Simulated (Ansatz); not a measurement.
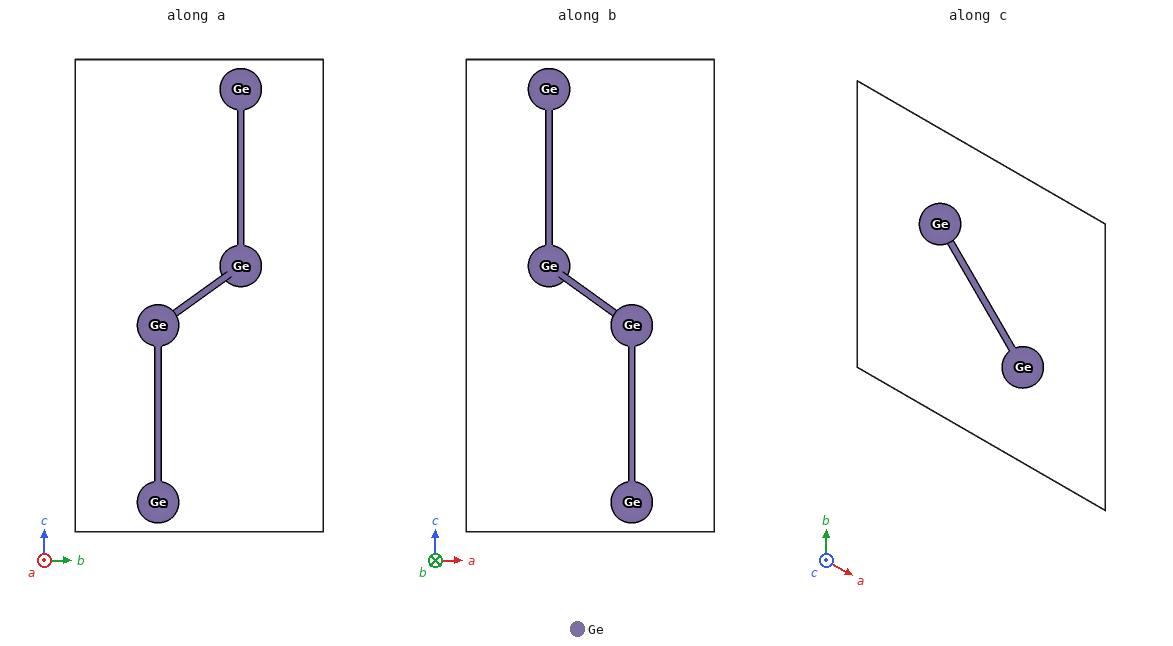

This ball-and-stick model is shown along the a axis, along the b axis and along the c axis. The edges of the conventional unit cell are marked.

Lattice parameters: a = 3.9976 Å, b = 3.9976 Å, c = 6.5928 Å, α = 90.000°, β = 90.000°, γ = 120.000°.

Question: Express the structure as a CIF with its space group and independent sites, with free fractional coordinates to two decimals.

Answer:
```cif
data_structure
_symmetry_space_group_name_H-M 'P 63/m m c'
_symmetry_Int_Tables_number 194
_cell_length_a 3.9976
_cell_length_b 3.9976
_cell_length_c 6.5928
_cell_angle_alpha 90.000
_cell_angle_beta 90.000
_cell_angle_gamma 120.000
_cell_volume 91.24
loop_
_atom_site_label
_atom_site_type_symbol
_atom_site_symmetry_multiplicity
_atom_site_Wyckoff_symbol
_atom_site_fract_x
_atom_site_fract_y
_atom_site_fract_z
_atom_site_occupancy
Ge1 Ge 4 f 0.3333 0.6667 0.56 1
```

The cell started as a structure type filled with this element by a generator (whether the element takes this form wasn't checked). Earlier steps of the study may have refined or changed the cell and positions. An electronic-structure calculation with Ansatz was run on it.
